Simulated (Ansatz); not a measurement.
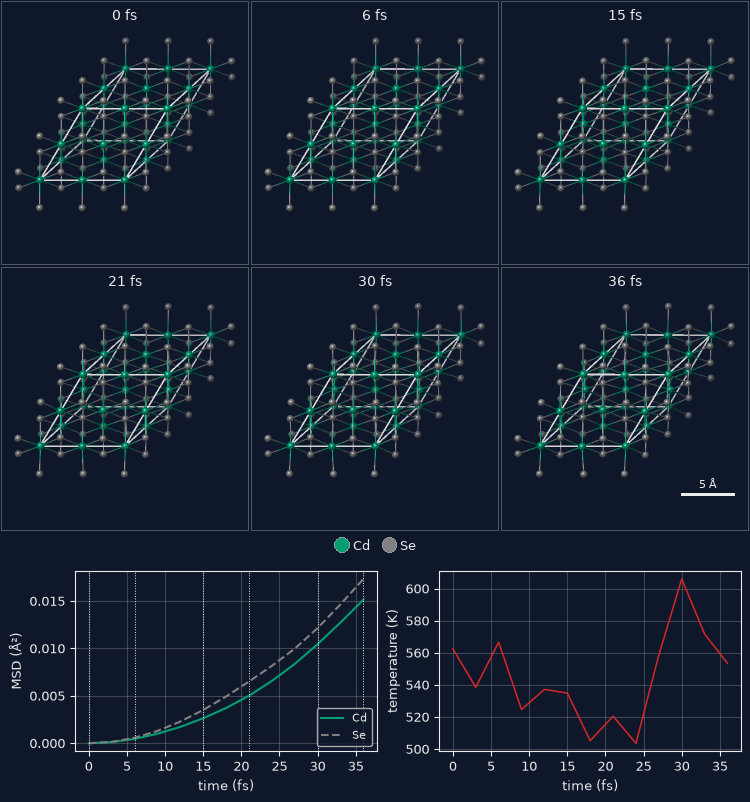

A Born-Oppenheimer molecular dynamics run of a 16-atom cell of CdSe (built on the rocksalt type), of which 36 fs are on record. Frames and the history of the run. Style: ball-and-stick. Shown: the reduced simulation cell, from a free direction. Bonds to atoms that aren't drawn are left out. Lengths and directions refer to the drawn axes.

Level of theory: DFT, r2SCAN, plane waves, PAW in Ansatz. Run with plane-wave cutoff 500 eV; k-point mesh 2 × 2 × 2; Fermi-Dirac smearing 0.052 eV; Langevin thermostat and barostat (NPT); set temperature 600 K; time step 3 fs.

### What do the frames and curves show?

The mean temperature in the second half is 546 K (standard deviation 35 K). The potential energy in the second half lies on average 13.3 meV per atom above the first frame. The mean pressure there is 1.4 GPa. The volume ends +0.2 % from the start. Root-mean-square distances from the starting positions over the second half, with the common drift of all atoms taken out: Se 0.10 Å, Cd 0.09 Å. The run lasts only 36 fs, too short to tell vibration from diffusion. The run was cut off by its time limit after 12 steps.
